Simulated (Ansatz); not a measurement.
## Geometry relaxation of C (part 1 of 5)

- system: C (slab, 7 atoms in the cell)
- method: DFT PBE+D3(BJ), scalar-relativistic, plane waves, PAW, spin-polarised (Ansatz 0.2.0)

The structure derives from an entry of the Crystallography Open Database. The input holds or restrains some coordinates. Forces given for the steps count only the free coordinates. It belongs to a series of runs on one base structure; here: C put at a bridge C-C site. Figures and captions count atoms from 1; the log counts them from 0 in places.

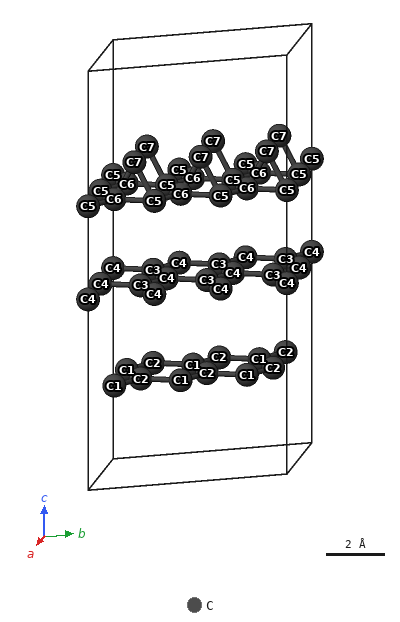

Figure 1. The structure as given in the input (ball-and-stick view of the 2 × 3 repeat of the cell, with the vacuum cut short, seen slightly off an axis; atoms are numbered from 1 in the order of the input). An atom can appear more than once, as a periodic image.

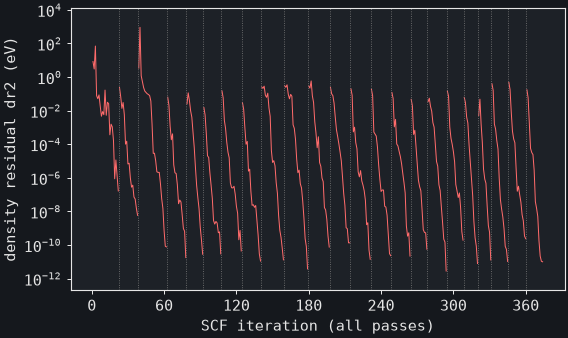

Figure 2. Convergence of the self-consistent field: density residual dr2 against the SCF iteration. The dotted lines part the SCF passes of the relaxation: geometry steps, rejected trials and re-solves on a re-selected basis. The 23 passes take 11 to 24 iterations each, 374 in all.

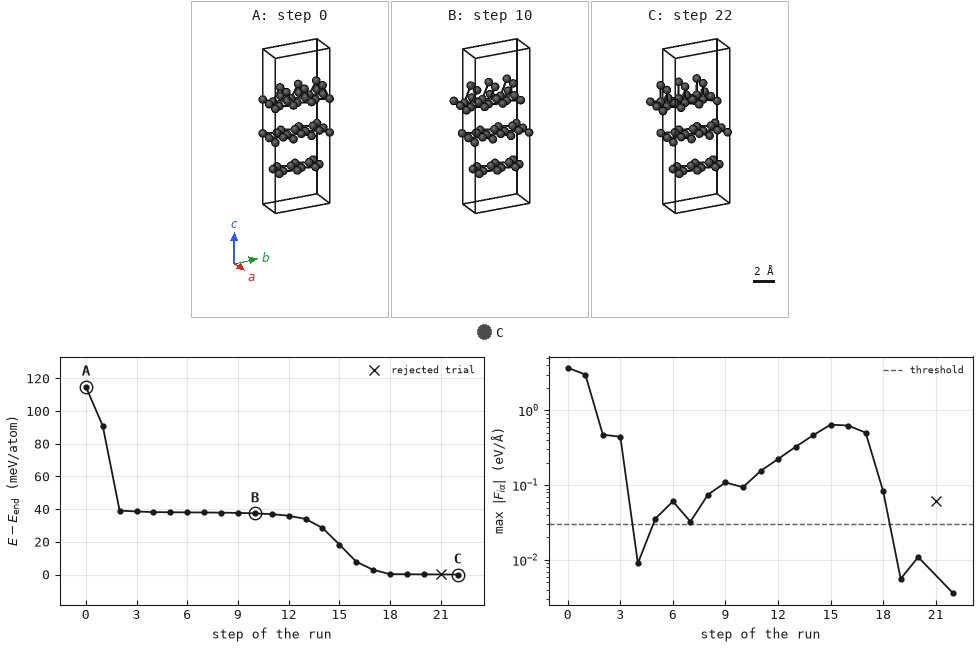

Figure 3. Frames of the restrained relaxation (ball-and-stick view of the 2 × 3 repeat of the cell, with the vacuum cut short, seen slightly off an axis) above the curves, on which the letters mark them (the first geometry is step 0 here and step 1 in the log).

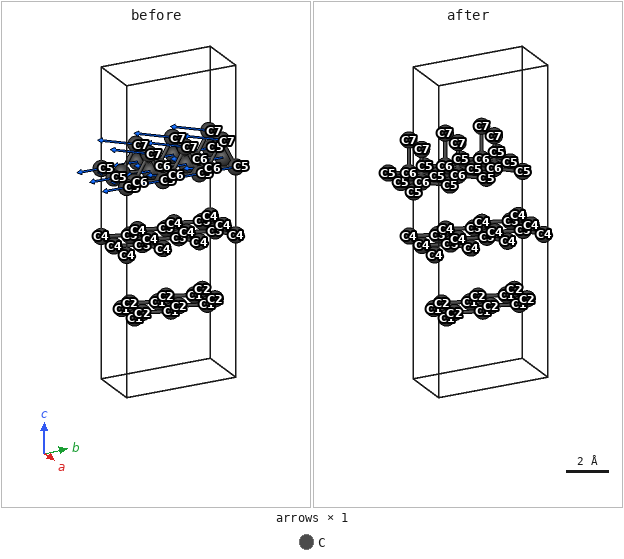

Figure 4. Before (left) and after (right) the restrained relaxation, at one scale (ball-and-stick view of the 2 × 3 repeat of the cell, with the vacuum cut short, seen slightly off an axis). The blue arrows give the displacements, at true length. The energy falls by 115 meV per atom in 22 geometry steps. The largest force component goes from 3.7 to 0.0036 eV/Å. The line search rejected the trial step at point 21 (counted from 0) and went back. The largest move is that of C7, 1.98 Å. The lattice vectors keep their values. Distances before and after: C5–C7 1.536 → 2.311 Å, C6–C7 1.535 → 1.612 Å, C5–C6 1.423 → 1.439 Å. Bonds break: C5–C7 (1.54 → 2.31 Å). Among the angles that change: C5–C6–C7 62.4° → 98.4°, C5–C6–C7 103.5° → 98.6°, C6–C5–C6 120.0° → 117.9°. (Atoms are counted from 1 in the order of the input.)

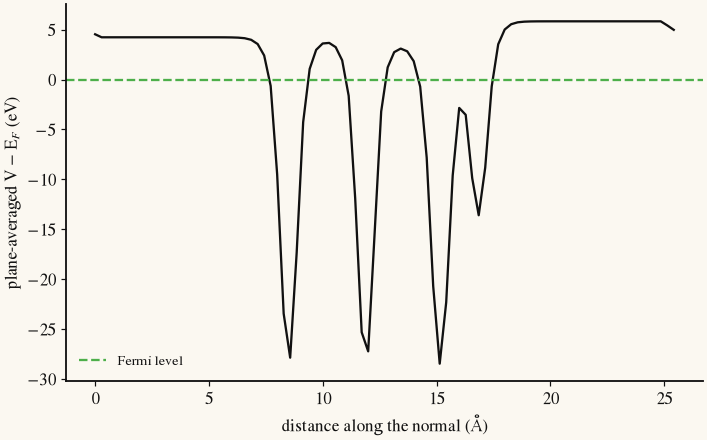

Figure 5. Plane average of the electrostatic potential energy of an electron across the cell, from the Fermi level. The vacuum level lies 5.84 eV above the Fermi level on the upper side and 4.24 eV on the lower.

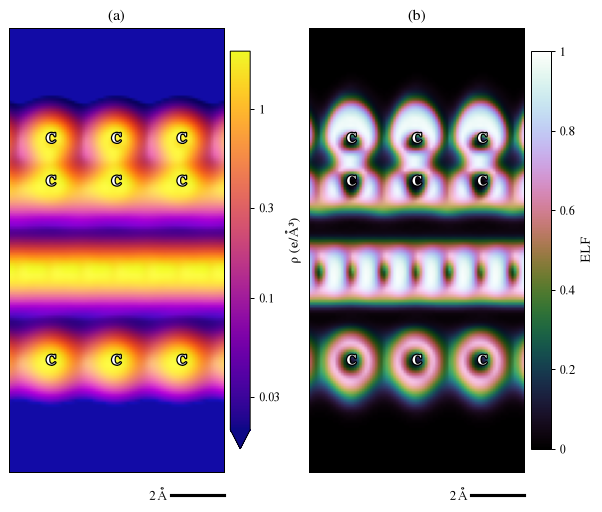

Figure 6. (a) valence charge density (pseudo); (b) electron localisation function on the (010) plane of the calculation cell, a cut from vacuum to vacuum. The density dies away to nearly zero in the vacuum. In a PAW calculation such maps are meaningful between the atoms, not at the nuclei.

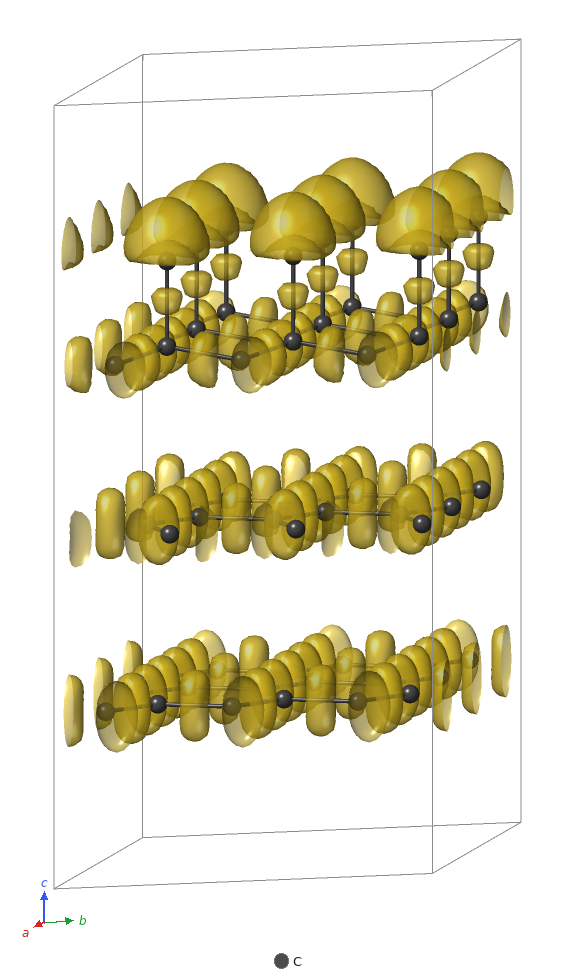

Figure 7. Isosurface of the electron localisation function at 0.8 (yellow), seen slightly off an axis. Only the valence region is drawn (cores and ρ < 0.01 e/Å³ removed). Sticks mark near contacts. Profiles from the grid: C–C (1.42 Å): the ELF peaks at about 0.95 between the atoms (a covalent bond). C–C (1.61 Å): the ELF peaks at about 0.90 between the atoms (a shared electron pair).

These pictures come from the run below.

Input
```yaml
crystal:
  lattice:
    - [2.4650495083, 0.0, 0.0]
    - [-1.2325247542, 2.1347954958, 0.0]
    - [0.0, 0.0, 25.6987123419]
  atoms:
    - { symbol: C, position: [0.6666666667, 0.3333333333, 0.3307558716] }
    - { symbol: C, position: [0.3333333333, 0.6666666667, 0.3308185209] }
    - { symbol: C, position: [0.3333333333, 0.6666666667, 0.4610562199] }
    - { symbol: C, position: [0.0, 0.0, 0.4611188691] }
    - { symbol: C, position: [0.0, 0.0, 0.5913565682] }
    - { symbol: C, position: [0.6666666667, 0.3333333333, 0.5914192174] }
    - { symbol: C, position: [0.8333333333, 0.6666666667, 0.6443401569], spin: 2.0 }
basis:
  ecutwfc: 420
kpoints:
  mp_grid: { grid: [12, 12, 1] }
hamiltonian:
  xc: pbe
  dispersion: d3bj
scf:
  occupations: { method: gaussian, width: 0.05 }
output:
  forces: true
  eigenvalues: true
  populations: true
  write_density: true
  write_potential: true
  elf: true
  volumetric_format: npy
magnetization:
  spin_polarized: true
relax:
  adjacent_minimum: "off"
  f_tol: 0.03
  max_steps: 70
  constraints: [{ sites: [0, 1] }]
efield:
  axis: 3
  dipole_correction: true
  ramp_width: 0.04
```

Run as:
```bash
ansatz run input.yaml --threads 1 --pin off --max-ram 2560MiB --backend cpu --events-out ev --progress --plain --runs-dir out
```

Log
```
Engine: ansatz 0.2.0, aarch64-unknown-linux-gnu
Pseudopotentials: kind: paw
Pseudopotential: C, paw, valence charge 4, recommended cutoff 420 eV (normal), C.paw.azcp
Functional definition: PBE
  parameter kappa = 0.804
  parameter beta = 0.06672455060314922
  exchange = pbe_x(kappa = kappa, mu = beta*pi^2/3)
  correlation = pbe_c(beta = beta)
Crystal: 7 atoms, lattice volume = 135.236 Å³
Basis set: ecut = 420 eV, 2551 PW (Γ), exchange–correlation on 36×36×360 points (8 copies of the dense FFT grid, shifted against one another)
Bands: 22, of which v1, the nominal top of the filled ones, is band 14 counted from 1 (13 counted from 0)
Symmetry: 2 space group operations
k-points: 43 of 144 (time reversal used)
Non-local potential: C, projectors of the file, l = 0: 2, l = 1: 2, l = 2: 1
PAW form: soft (Blöchl's): semilocal exchange-correlation on the pseudo side does not see the compensation charge
PAW one-centre angular grid: C, 110 points (default); XC on 64 Gauss nodes
Initial density: superposition of atomic densities (neutral atoms: chi_scale 0, normalization atom)
Starting moments: Σ|m| = 2 μB on 1 of 7 sites
Initial wavefunctions: pseudopotential atomic-orbital guess
Functional: x = pbe(κ = 0.804, μ = 0.2195149727645171), c = pbe(β = 0.06672455060314922)
```
